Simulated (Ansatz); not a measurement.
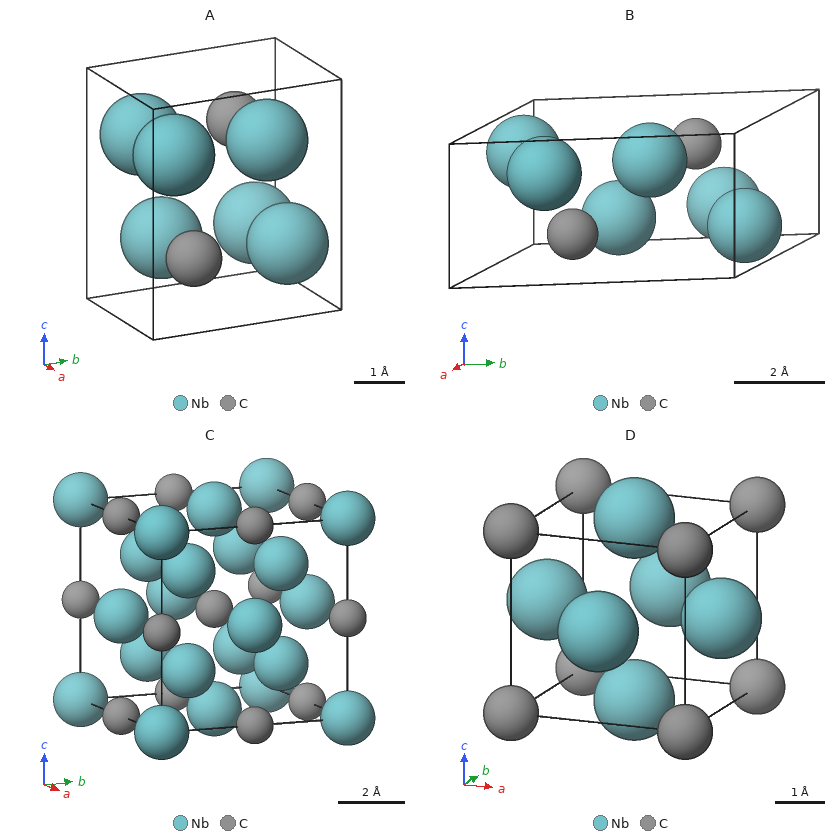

Four structures of Nb3C, each relaxed to rest (conventional cells in solid outline, small ones repeated, each panel with its own scale). Method: Ansatz 0.2.0, DFT PBE, scalar-relativistic, plane waves, PAW, without spin polarisation.

Give the type and space group of each panel.

A: 8 atoms a cell on a primitive hexagonal lattice, P6_3/mmc; B: 8 atoms a cell on a primitive hexagonal lattice, P6_3/m; C: D0₃ (BiF₃ or Fe₃Al type), Fm-3m; D: Cu₃Au (L1₂) type, Pm-3m.

Rank them by energy, lowest first.

B, then D (+694 meV/atom), A (+737 meV/atom) and C (+944 meV/atom), energies at zero smearing.

Collect the results in a table.

| panel | structure | E − E(lowest) (meV/atom) | volume (Å³/atom) | gap (eV) |
| --- | --- | --- | --- | --- |
| B | P6_3/m | 0 | 15.2 | metal |
| D | Pm-3m | 694 | 14.6 | metal |
| A | P6_3/mmc | 737 | 14.7 | metal |
| C | Fm-3m | 944 | 14.9 | metal |

Some of these may be structure types tried for this composition rather than known phases, and the most stable form need not be among them. Gaps are taken on the k-mesh or band path of each run.
